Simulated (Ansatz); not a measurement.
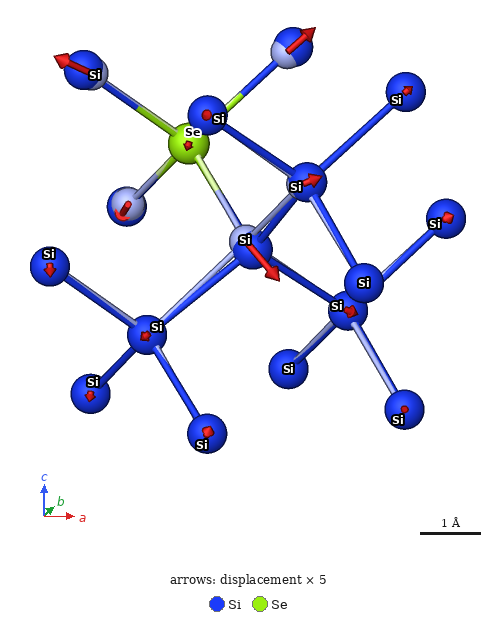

A relaxation of a defect cell of composition Si63Se (cell charge +1). The starting structure is drawn faded, the final one solid; red arrows show the displacements, magnified 5 times.

Style: ball-and-stick. Shown: the atoms within 4.2 Å of the atom that moves most (axes of the cell of the calculation (origin shifted)), slightly off an axis.

The calculation used DFT, PBEsol, PAW, plane waves (Ansatz). (plane-wave cutoff 420 eV; k-point mesh 1 × 1 × 1; mesh shifted by (0.25, 0.25, 0.25); collinear spin; atoms relaxed in a fixed cell; force threshold 0.03 eV/Å; at most 80 steps)

Question: Atoms of which element are displaced furthest, and by how much?

Answer: Silicon: up to 0.20 Å, against 0.03 Å for selenium.

Question: Describe the change and its energy.

Answer: After 3 geometry steps the energy has fallen by 1.055 eV per cell of the calculation. Largest force component: 1.4 eV/Å at the start, 0.02 eV/Å at the end. A Si atom moves most: 0.20 Å along [2 −1 −2]. Largest moves by element: Si 0.20 Å, Se 0.03 Å. The lattice vectors keep their values. Near-neighbour distances that change, for instance: Se–Si 2.348 → 2.524 Å, Se–Si 2.329 → 2.488 Å, Se–Si 2.395 → 2.536 Å, Si–Si 2.288 → 2.347 Å. Among the angles between lasting bonds that change: Si–Si–Si 110.9° → 104.3°, Si–Si–Se 110.9° → 104.5°, Si–Si–Si 109.9° → 104.4°. The run took 6.4 s on 1 × NVIDIA GB300 Max-Q with 8 threads of Arm Neoverse-V2, peak memory 2 GiB.

Limits of the set-up: the cell is charged, on a uniform background, and energies carry no finite-size correction.
